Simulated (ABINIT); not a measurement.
**Single-point calculation of Mo**

- system: Mo (Im-3m, 1 atom in the cell)
- method: Kohn-Sham DFT of a periodic cell, BLYP, JTH PAW PBE v2.0, no spin polarisation (ABINIT 10.8.3)

The structure derives from a Materials Project entry.

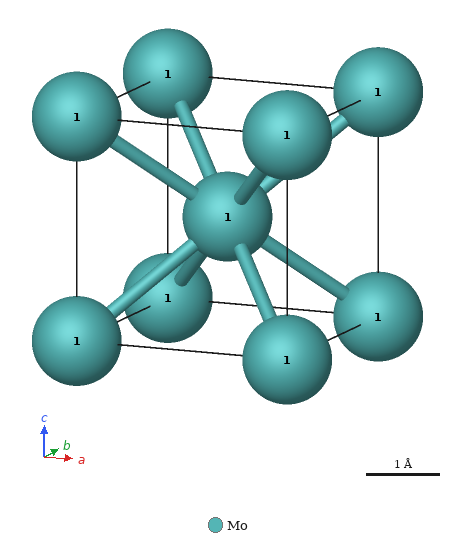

The input geometry (ball-and-stick view of the cell 2 times as large as that of the calculation, set on its symmetry axes, seen slightly off an axis; atoms are numbered from 1 in the order of the input). An atom can appear more than once, as a periodic image. Near neighbours in the periodic cell (some may lie outside the picture): Mo has 8 Mo at 2.74 Å.

### Input
```
# Pseudopotentials
pp_dirpath "./"
pseudos "Mo.GGA_PBE-JTH.xml"

# Structure
acell 3*1.0
rprim
    -2.9929651906     2.9929651906     2.9929651906
     2.9929651906    -2.9929651906     2.9929651906
     2.9929651906     2.9929651906    -2.9929651906
ntypat 1
znucl 42
natom 1
typat 1
xred
     0.0000000000     0.0000000000     0.0000000000

# Plane-wave basis
ecut 18.0
pawecutdg 36.0
pawxcdev 0

# k points
kptopt 1
ngkpt 12 12 12
nshiftk 1
shiftk 0.0 0.0 0.0

# Exchange and correlation
ixc -106131

# Bands and occupations
nband 11
occopt 3
tsmear 0.05 eV

# SCF cycle
nstep 100
tolvrs 1.0e-9

# Output
iomode 3
prtwf 0
prtden 0
prteig 0
prtebands 0
enunit 2
```

Machine: 1 thread of Arm Neoverse V2, 24 GiB of memory available, shared host.

Run as:
```bash
abinit run.abi > log 2>&1
```

### The program's output
```
.Version 10.8.3 of ABINIT
 Symmetries : space group Im -3 m (#229); Bravais cI (body-center cubic)
================================================================================
 Values of the parameters that define the memory need of the present run
     intxc =       0    ionmov =       0      iscf =      17    lmnmax =      18
     lnmax =       6     mgfft =      20  mpssoang =       3    mqgrid =    3001
     natom =       1  nloc_mem =       2    nspden =       1   nspinor =       1
    nsppol =       1      nsym =      48    n1xccc =       1    ntypat =       1
    occopt =       3   xclevel =       2
       mpw =         402          nfft =        8000          nkpt =          72
 PAW method is used; the additional fine FFT grid is defined by:
   mgfftf=        30    nfftf =     27000
================================================================================
================================================================================

--------------------------------------------------------------------------------
------------- Echo of variables that govern the present computation ------------
--------------------------------------------------------------------------------
 -outvars: echo values of preprocessed input variables --------
            acell      1.0000000000E+00  1.0000000000E+00  1.0000000000E+00 Bohr
              amu      9.59400000E+01
             ecut      1.80000000E+01 Hartree
           enunit           2
                       outvar_i_n : Printing only first  50 k-points.
              ixc     -106131
                       outvar_i_n : Printing only first  50 k-points.
         kptrlatt       12    0    0      0   12    0      0    0   12
          kptrlen      6.22076133E+01
            natom           1
            nband          11
            ngfft          20      20      20
          ngfftdg          30      30      30
             nkpt          72
            nstep         100
             nsym          48
           ntypat           1
                       prtocc : prtvol=0, do not print more k-points.
           occopt           3
        pawecutdg      3.60000000E+01 Hartree
         pawxcdev           0
           prtden           0
        prtebands           0
           prteig           0
            prtwf           0
            rprim     -2.9929651906E+00  2.9929651906E+00  2.9929651906E+00
                       2.9929651906E+00 -2.9929651906E+00  2.9929651906E+00
                       2.9929651906E+00  2.9929651906E+00 -2.9929651906E+00
          spgroup         229
           tolvrs      1.00000000E-09
           tsmear      1.83746611E-03 Hartree
            typat      1
           useylm           1
                       outvars : Printing only first  50 k-points.
            znucl       42.00000

================================================================================

 chkinp: Checking input parameters for consistency.

================================================================================
== DATASET  1 ==================================================================

--- !DatasetInfo
iteration_state: {dtset: 1, }
dimensions: {natom: 1, nkpt: 72, mband: 11, nsppol: 1, nspinor: 1, nspden: 1, mpw: 402, }
cutoff_energies: {ecut:  18.0, pawecutdg:  36.0, }
electrons: {nelect:   1.40000000E+01, charge:   0.00000000E+00, occopt:   3.00000000E+00, tsmear:   1.83746611E-03, }
meta: {optdriver: 0, ionmov: 0, optcell: 0, iscf: 17, paral_kgb: 0, }
...

 Real(R)+Recip(G) space primitive vectors, cartesian coordinates (Bohr,Bohr^-1):
 R(1)= -2.9929652  2.9929652  2.9929652  G(1)=  0.0000000  0.1670584  0.1670584
 R(2)=  2.9929652 -2.9929652  2.9929652  G(2)=  0.1670584  0.0000000  0.1670584
 R(3)=  2.9929652  2.9929652 -2.9929652  G(3)=  0.1670584  0.1670584  0.0000000
 Unit cell volume ucvol=  1.0724202E+02 bohr^3
 Angles (23,13,12)=  1.09471221E+02  1.09471221E+02  1.09471221E+02 degrees

 Coarse grid specifications (used for wave-functions):

 getcut: wavevector=  0.0000  0.0000  0.0000  ngfft=  20  20  20
         ecut(hartree)=     18.000   => boxcut(ratio)=   2.02511

 Fine grid specifications (used for densities):

 getcut: wavevector=  0.0000  0.0000  0.0000  ngfft=  30  30  30
         ecut(hartree)=     36.000   => boxcut(ratio)=   2.14261

--- Pseudopotential description ------------------------------------------------
- pspini: atom type   1  psp file is ./Mo.GGA_PBE-JTH.xml
 Pseudopotential format is: paw10
 basis_size (lnmax)=  6 (lmn_size= 18), orbitals=   0   0   1   1   2   2
 Spheres core radius: rc_sph= 2.20740211
 Shapefunction is SIN type: shapef(r)=[sin(pi*r/rshp)/(pi*r/rshp)]**2
 Radius for shape functions =  1.91008465
 Compensation charge density is not taken into account in XC energy/potential

   3.87899950E+02                                ecore*ucvol(ha*bohr**3)
--------------------------------------------------------------------------------

================================================================================

--- !BeginCycle
iteration_state: {dtset: 1, }
solver: {iscf: 17, nstep: 100, nline: 4, wfoptalg: 10, }
tolerances: {tolvrs: 1.00E-09, }
...

     iter   Etot(hartree)      deltaE(h)  residm     nres2
 ETOT  1  -68.490753623028    -6.849E+01 1.964E+00 4.311E+00
 ETOT  2  -68.789555033968    -2.988E-01 3.125E-02 9.428E-01
 ETOT  3  -68.786898284789     2.657E-03 9.909E-03 6.159E-02
 ETOT  4  -68.787167034066    -2.687E-04 2.441E-03 1.166E-02
 ETOT  5  -68.787192367873    -2.533E-05 9.774E-04 3.638E-04
 ETOT  6  -68.787193624279    -1.256E-06 9.970E-04 8.247E-06
 ETOT  7  -68.787193644155    -1.988E-08 3.394E-04 3.704E-07
 ETOT  8  -68.787193644366    -2.104E-10 6.778E-04 1.704E-07
 ETOT  9  -68.787193644415    -4.883E-11 1.884E-04 7.574E-09
 ETOT 10  -68.787193644428    -1.317E-11 5.501E-04 1.287E-10

 At SCF step   10       nres2   =  1.29E-10 < tolvrs=  1.00E-09 =>converged.

 Cartesian components of stress tensor (hartree/bohr^3)
  sigma(1 1)= -2.90109890E-04  sigma(3 2)=  0.00000000E+00
  sigma(2 2)= -2.90109890E-04  sigma(3 1)=  0.00000000E+00
  sigma(3 3)= -2.90109890E-04  sigma(2 1)=  0.00000000E+00

--- !ResultsGS
iteration_state: {dtset: 1, }
comment   : Summary of ground state results
lattice_vectors:
- [ -2.9929652,   2.9929652,   2.9929652, ]
- [  2.9929652,  -2.9929652,   2.9929652, ]
- [  2.9929652,   2.9929652,  -2.9929652, ]
lattice_lengths: [   5.18397,    5.18397,    5.18397, ]
lattice_angles: [109.471, 109.471, 109.471, ] # degrees, (23, 13, 12)
lattice_volume:   1.0724202E+02
convergence: {deltae: -1.317E-11, res2:  1.287E-10, residm:  5.501E-04, diffor: null, }
etotal    :  -6.87871936E+01
entropy   :   0.00000000E+00
fermie    :   5.11046956E-01
cartesian_stress_tensor: # hartree/bohr^3
- [ -2.90109890E-04,   0.00000000E+00,   0.00000000E+00, ]
- [  0.00000000E+00,  -2.90109890E-04,   0.00000000E+00, ]
- [  0.00000000E+00,   0.00000000E+00,  -2.90109890E-04, ]
pressure_GPa:   8.5353E+00
xred      :
- [  0.0000E+00,   0.0000E+00,   0.0000E+00, Mo]
cartesian_forces: # hartree/bohr
- [ -0.00000000E+00,  -0.00000000E+00,  -0.00000000E+00, ]
force_length_stats: {min:   0.00000000E+00, max:   0.00000000E+00, mean:   0.00000000E+00, }
...

 Integrated electronic density in atomic spheres:
 ------------------------------------------------
 Atom  Sphere_radius  Integrated_density
    1        2.20740         11.30482556

================================================================================

 ----iterations are completed or convergence reached----

 Mean square residual over all n,k,spin=   15.376E-07; max=  55.010E-05
 reduced coordinates (array xred) for    1 atoms
       0.000000000000      0.000000000000      0.000000000000
 rms dE/dt=  0.0000E+00; max dE/dt=  0.0000E+00; dE/dt below (all hartree)
    1       0.000000000000      0.000000000000      0.000000000000

 cartesian coordinates (angstrom) at end:
    1      0.00000000000000     0.00000000000000     0.00000000000000

 cartesian forces (hartree/bohr) at end:
    1     -0.00000000000000    -0.00000000000000    -0.00000000000000
 frms,max,avg= 0.0000000E+00 0.0000000E+00   0.000E+00  0.000E+00  0.000E+00 h/b

 cartesian forces (eV/Angstrom) at end:
    1     -0.00000000000000    -0.00000000000000    -0.00000000000000
 frms,max,avg= 0.0000000E+00 0.0000000E+00   0.000E+00  0.000E+00  0.000E+00 e/A
 length scales=  1.000000000000  1.000000000000  1.000000000000 bohr
              =  0.529177210544  0.529177210544  0.529177210544 angstroms
 Fermi (or HOMO) energy (hartree) =   0.51105   Average Vxc (hartree)=  -0.43947
 Eigenvalues (hartree) for nkpt=  72  k points:
 kpt#   1, nband= 11, wtk=  0.00058, kpt=  0.0000  0.0000  0.0000 (reduced coord)
  -1.74170   -0.76040   -0.76040   -0.76040    0.25477    0.46147    0.46147    0.46147
   0.57139    0.57139    1.07099
      occupation numbers for kpt#   1
   2.00000    2.00000    2.00000    2.00000    2.00000    2.00000    2.00000    2.00000
   0.00000    0.00000    0.00000
 prteigrs : prtvol=0 or 1, do not print more k-points.

 Fermi (or HOMO) energy (eV) =  13.90630   Average Vxc (eV)= -11.95859
 Eigenvalues (   eV  ) for nkpt=  72  k points:
 kpt#   1, nband= 11, wtk=  0.00058, kpt=  0.0000  0.0000  0.0000 (reduced coord)
 -47.39396  -20.69163  -20.69163  -20.69163    6.93251   12.55736   12.55736   12.55736
  15.54845   15.54845   29.14308
 prteigrs : prtvol=0 or 1, do not print more k-points.

--- !EnergyTerms
iteration_state     : {dtset: 1, }
comment             : Components of total free energy in Hartree
kinetic             :  9.67648253216035E+00
hartree             :  1.04111785526083E+01
xc                  : -3.74893370881911E+00
Ewald energy        : -5.95805255557276E+01
psp_core            :  3.61705185333729E+00
local_psp           : -3.76470642978549E+01
PAW spherical_terms :  8.48471136545445E+00
internal            : -6.87870992588412E+01
'-kT*entropy'       : -9.17981064532271E-05
total_energy        : -6.87871910569477E+01
total_energy_eV     : -1.87179482462669E+03
...

--- !EnergyTermsDC
iteration_state     : {dtset: 1, }
comment             : '"Double-counting" decomposition of free energy'
band_energy         : -5.69785908208729E+00
Ewald energy        : -5.95805255557276E+01
psp_core            :  3.61705185333729E+00
xc_dc               : -9.26173255149779E+00
PAW spherical_terms :  2.13596348965421E+00
internal            : -6.87871018463212E+01
'-kT*entropy'       : -9.17981064532271E-05
total_energy_dc     : -6.87871936444277E+01
total_energy_dc_eV  : -1.87179489503561E+03
...

--- !EnergyTermsWithPAWCore
iteration_state     : {dtset: 1, }
comment             : 'Components of total free energy, including PAW core contributions'
Total energy        : -4.04949654247440E+03
Total energy DC     : -4.04949654506188E+03
Total energy (eV)   : -1.10192414519035E+05
Total energy DC (eV): -1.10192414589444E+05
...

 Cartesian components of stress tensor (hartree/bohr^3)
  sigma(1 1)= -2.90109890E-04  sigma(3 2)=  0.00000000E+00
  sigma(2 2)= -2.90109890E-04  sigma(3 1)=  0.00000000E+00
  sigma(3 3)= -2.90109890E-04  sigma(2 1)=  0.00000000E+00

-Cartesian components of stress tensor (GPa)         [Pressure=  8.5353E+00 GPa]
- sigma(1 1)= -8.53532766E+00  sigma(3 2)=  0.00000000E+00
- sigma(2 2)= -8.53532766E+00  sigma(3 1)=  0.00000000E+00
- sigma(3 3)= -8.53532766E+00  sigma(2 1)=  0.00000000E+00

== END DATASET(S) ==============================================================
================================================================================

 -outvars: echo values of variables after computation  --------
            acell      1.0000000000E+00  1.0000000000E+00  1.0000000000E+00 Bohr
           etotal     -6.8787193644E+01
            fcart     -0.0000000000E+00 -0.0000000000E+00 -0.0000000000E+00
            rprim     -2.9929651906E+00  2.9929651906E+00  2.9929651906E+00
                       2.9929651906E+00 -2.9929651906E+00  2.9929651906E+00
                       2.9929651906E+00  2.9929651906E+00 -2.9929651906E+00
           strten     -2.9010989043E-04 -2.9010989043E-04 -2.9010989043E-04
                       0.0000000000E+00  0.0000000000E+00  0.0000000000E+00
 Calculation completed.
```

### Results in brief

```json
{"quantity": "outcome", "value": "converged"}
{"quantity": "space group (tolerance 0.01 Å)", "value": "Im-3m (229)"}
{"quantity": "electrons treated", "value": "14"}
{"quantity": "free energy", "value": "−1871.7949 eV"}
{"quantity": "Fermi energy", "value": "13.906 eV"}
{"quantity": "gap on the k-point mesh", "value": "none (metallic)"}
{"quantity": "pressure", "value": "8.54 GPa"}
{"quantity": "largest force (length of the vector)", "value": "under 0.001 eV/Å"}
{"quantity": "wall time", "value": "8.1 s"}
{"quantity": "peak memory", "value": "0.09 GiB"}
```

### Remarks

The cell is under a pressure of 8.5 GPa at this level, so it is not at its equilibrium volume.
